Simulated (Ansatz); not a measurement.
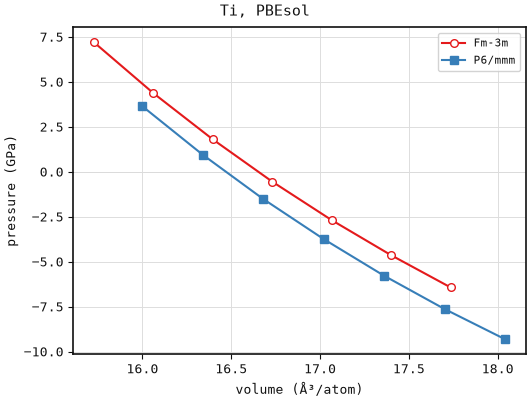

How it was computed, with Ansatz 0.2.0: all-electron LAPW DFT, no spin polarisation; energies at scaled volumes of the given cell, shape and fractions fixed, counted from the fit's minimum, third-order Birch-Murnaghan fit. Level: PBEsol.

- occupations: Fermi–Dirac
- smearing width: 0.05 eV
- potentials: all electron LAPW, scalar relativistic

**Figure.** Pressure against volume, with one curve for each structure, for Ti.

Settings that differ: Fm-3m: k mesh 11×11×11; P6/mmm: k mesh 7×7×9.

The fitted equilibrium volumes, smallest first, are P6/mmm 16.467, Fm-3m 16.650 Å³/atom. The fitted bulk moduli, smallest first, are Fm-3m 114.0, P6/mmm 120.4 GPa. For Fm-3m, the pressure falls from 7.20 GPa at volume 15.73 Å³/atom to −6.43 GPa at 17.73 Å³/atom, and changes sign near 16.65 Å³/atom. For P6/mmm, the pressure falls from 3.65 GPa at volume 16.00 Å³/atom to −9.31 GPa at 18.04 Å³/atom, and changes sign near 16.47 Å³/atom.
